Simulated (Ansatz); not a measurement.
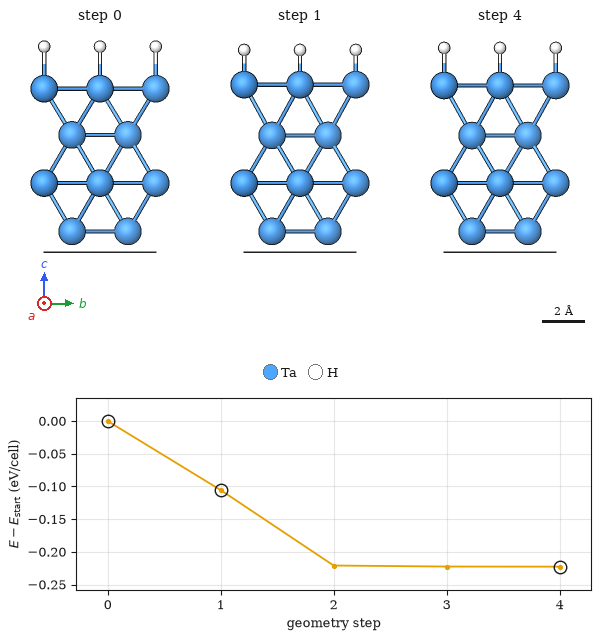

Frames of a constrained relaxation of a slab of composition Ta4H (cut from the Im-3m phase), marked on the history of the run. A ball-and-stick model of the 3 × 2 repeat of the cell, outlined in the plane, without the vacuum, seen along the a axis.

Case: H put at a top Ta site. The slab is the (1 1 0) face of Ta with H on it. 2 atoms are held fixed.

Method: DFT PBEsol, scalar-relativistic, plane waves, PAW (Ansatz 0.2.0). (plane-wave cutoff 420 eV; k-point mesh 11 × 11 × 1; occupations gaussian; smearing width 0.1 eV; no spin polarisation; dipole correction; atoms relaxed in a fixed cell; force threshold 0.03 eV/Å; at most 70 steps)

What happens along the run?

Answer. The energy falls by 0.223 eV per cell of the calculation in 4 geometry steps. The largest force component goes from 2 to 0.0032 eV/Å. The largest move is that of a Ta atom, 0.15 Å along the normal (+c). Largest moves by element: Ta 0.15 Å, H 0.06 Å. The cell doesn't change. Some distances before and after: H–Ta 2.020 → 1.803 Å, Ta–Ta 2.759 → 2.909 Å, Ta–Ta 3.210 → 3.339 Å, Ta–Ta 2.834 → 2.810 Å. The run took 50 s on 2 threads of Intel(R) Xeon(R) Platinum 8488C (Sapphire Rapids), on a shared host, peak memory 0.55 GiB. From step 0 to 1: a Ta atom moves most (0.19 Å), energy −0.106 eV per cell of the calculation. From step 1 to 4: the H atom moves most (0.10 Å), energy −0.117 eV per cell of the calculation.

```
step  E − E(0), meV/atom  largest force component, eV/Å
   0                0.00                         1.9901
   1              -21.10                         1.9146
   2              -44.17                         0.1930
   3              -44.48                         0.0490
   4              -44.52                         0.0032
```

Limits of the set-up: the periodic images lie only 2.8 Å apart, so the values are limited by the cell's size.
